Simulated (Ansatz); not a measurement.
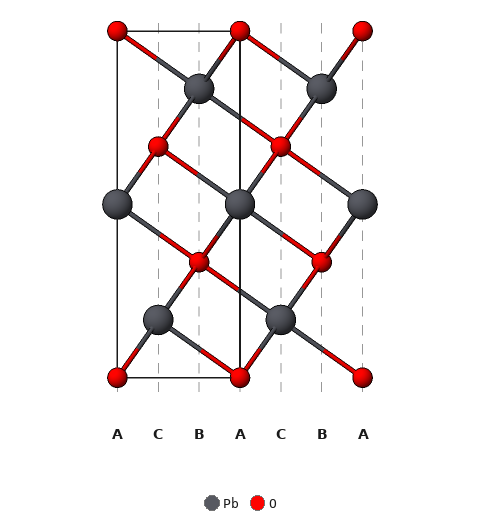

Projection along an edge of the hexagonal mesh, stacking direction [111] upwards. The dashed lines mark the three columns A (0, 0), B (1/3, 2/3) and C (2/3, 1/3). The box is the hexagonal cell of the face-centred cubic lattice. The sequence starts with the first layer at or above the cell's origin.

PbO. Coordinates: the input geometry of an electronic-structure calculation (not necessarily at equilibrium); the starting structure was generated, so it need not be a known form of this composition.

Read off the stacking sequence over one period.

O(A) – Pb(C) – O(B) – Pb(A) – O(C) – Pb(B) (six layers in 8.97 Å).

How are the O layers alone stacked?

O layers alone: ABC, the cubic close-packed type.

Which positions between or in the O layers do the other atoms fill?

Pb: three octahedral sites (per hexagonal cell).
